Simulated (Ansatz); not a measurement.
## Electronic structure of CoSi2 in real space

Input file:

```
crystal:
  lattice:
    - [0.0, 2.6825, 2.6825]
    - [2.6825, 0.0, 2.6825]
    - [2.6825, 2.6825, 0.0]
  atoms:
    - { symbol: Co, position: [0.0, 0.0, 0.0] }
    - { symbol: Si, position: [0.25, 0.25, 0.25] }
    - { symbol: Si, position: [0.75, 0.75, 0.75] }
basis:
  ecutwfc: 420
kpoints:
  mp_grid: { grid: [14, 14, 14] }
hamiltonian:
  xc: pbesol
scf:
  occupations: { method: gaussian, width: 0.1 }
output:
  forces: true
  stress: true
  eigenvalues: true
  write_density: true
  write_potential: true
  elf: true
  volumetric_format: npy
relax:
  adjacent_minimum: "off"
  f_tol: 0.005
  max_steps: 80
  cell: { stress_tol: 0.05 }
```

Command:

```sh
ansatz run input.yaml --threads 2 --pin off --max-ram 5120MiB --backend cpu --events-out ev --progress --plain --runs-dir out
```

Below, planes, directions and counts refer to the conventional cell (a = 5.31 Å, b = 5.31 Å, c = 5.31 Å, α = 90.00°, β = 90.00°, γ = 90.00°).

The fields are those of the run's last geometry, not of the input's.

Space group Fm-3m; computed without spin polarisation.

The calculation used DFT PBEsol, scalar-relativistic, plane waves, PAW in Ansatz.

The density is the valence pseudo-density of a PAW calculation; it isn't the true density close to the nuclei.

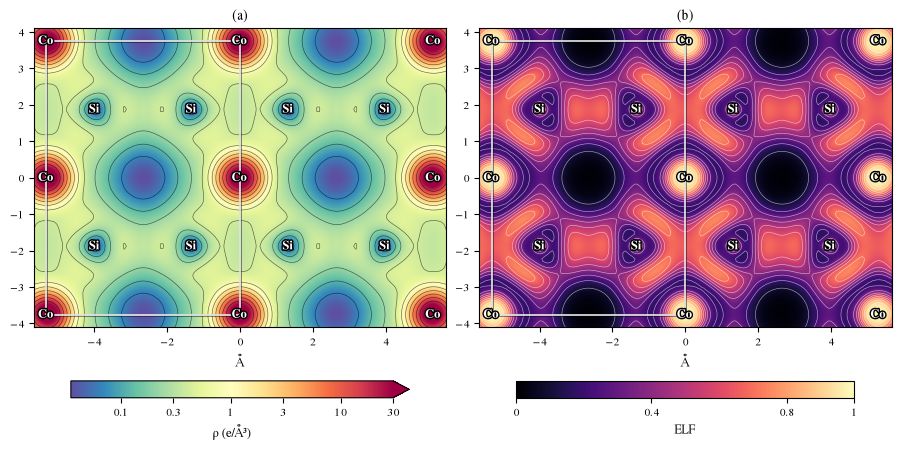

Figure 1. (a) valence pseudo-density; (b) electron localisation function on the (110) plane of the conventional cell.

**Interpret the plot.**

The section cuts through Co and Si sites.
Co–Si (2.30 Å): the density is about 0.51 e/Å³ at the midpoint; the ELF peaks at about 0.75 in the valence shell of Si, 0.9 Å from its nucleus, and is about 0.50 at the midpoint.
Between the atoms the lowest density in this plane is 0.04 e/Å³.
The features right at Co lie inside the PAW spheres, where the map follows smoothed inner orbitals and isn't to be read closely.

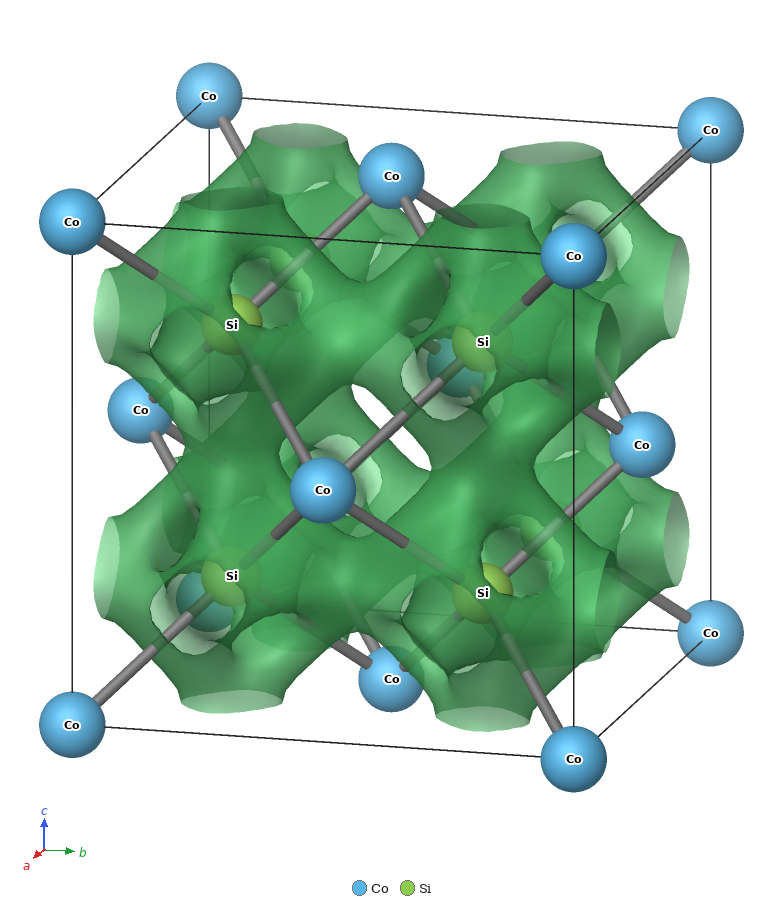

Figure 2. Isosurface of the electron localisation function at 0.55 (green), seen slightly off an axis. Only the valence region is drawn (cores and ρ < 0.01 e/Å³ removed). Sticks mark near contacts.

**What do the ELF domains correspond to?**

At this value the surface marks out one network that runs through the whole crystal, counted in one cell of 12 atoms. Regions shared between cells count once.

**Does the calculation make it a metal, or give it a gap?**

It is metallic or semimetallic at this level of theory: no gap opens.
